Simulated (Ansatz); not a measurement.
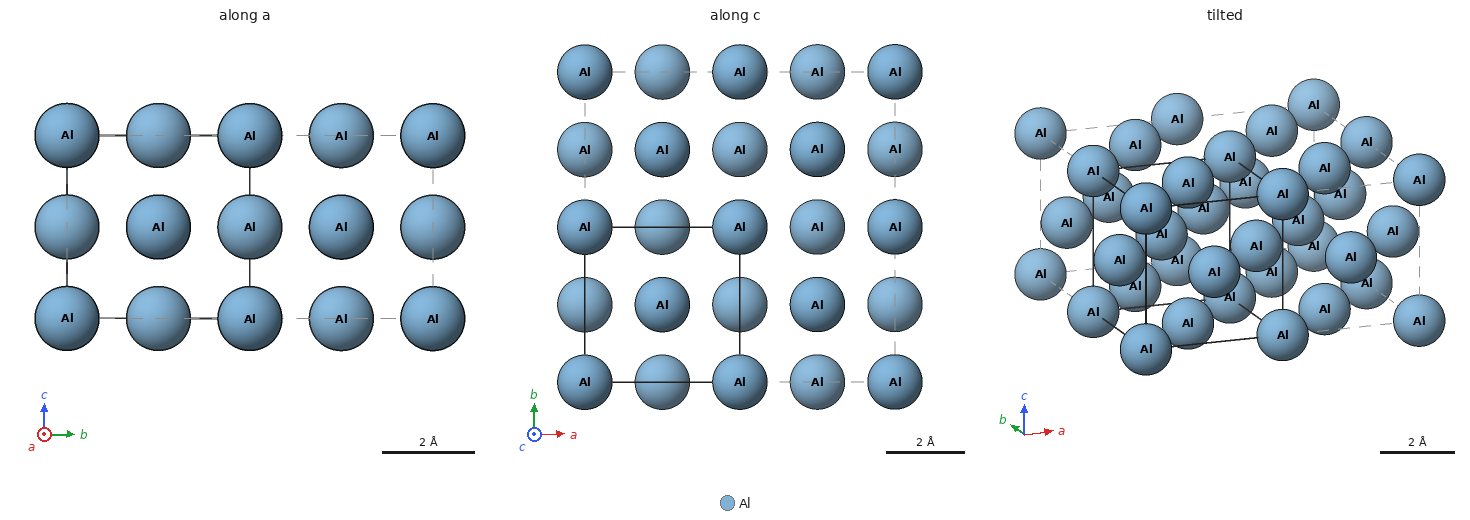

Spheres-only drawing of the structure, looking along the a axis, along the c axis and slightly off an axis. The solid frame is a single drawn cell (a repeat of the simulation cell) within a 2×2×1 block. Cell: a = 3.988 Å, b = 3.988 Å, c = 3.990 Å, α = 90.04°, β = 90.07°, γ = 89.95°.

In words:

- The element is aluminium.
- Within 0.01 Å the space group is Fm-3m (No. 225), face-centred cubic: face-centred cubic (Cu type).
- The cell holds four atoms.
- Al is linked to twelve Al in a cuboctahedral arrangement at about 2.8 Å.

The starting point was a structure listed in the Materials Project. Relaxation method: DFT r2SCAN, scalar-relativistic, plane waves, PAW (Ansatz).
